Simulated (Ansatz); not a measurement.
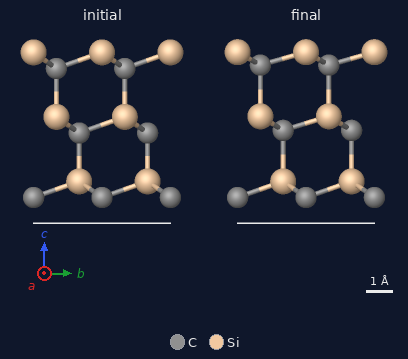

The structure of a slab of composition SiC (cut from the F-43m phase) before (left) and after (right) a constrained relaxation, at one scale.

The picture is a ball-and-stick view of the cell of the calculation, outlined in the plane, without the vacuum, seen along the a axis.

Case: lower part held, upper part relaxed from the bulk's places. The slab is the (1 1 1) face of SiC. 8 atoms are held fixed.

These are results of Ansatz 0.2.0, DFT r2SCAN, scalar-relativistic, plane waves, PAW, not measurements. (plane-wave cutoff 500 eV; k-point mesh 5 × 5 × 1; occupations gaussian; smearing width 0.05 eV; no spin polarisation; dipole correction; atoms relaxed in a fixed cell; force threshold 0.02 eV/Å; at most 90 steps)

**Describe what moved and what it gained.**

The largest moves, 0.13 Å, are those of C atoms. By element the largest moves are C 0.13 Å, Si 0.02 Å. The cell stays as it was. Some distances before and after: C–Si 1.886 → 1.998 Å, C–Si 1.886 → 1.848 Å. Bond angles that change, for instance: Si–C–Si 109.5° → 105.8°, Si–C–Si 109.5° → 112.9°, C–Si–C 109.5° → 112.9°. Over 4 geometry steps the energy falls by 0.479 eV per cell of the calculation. The largest force component goes from 1.3 to 0.015 eV/Å.
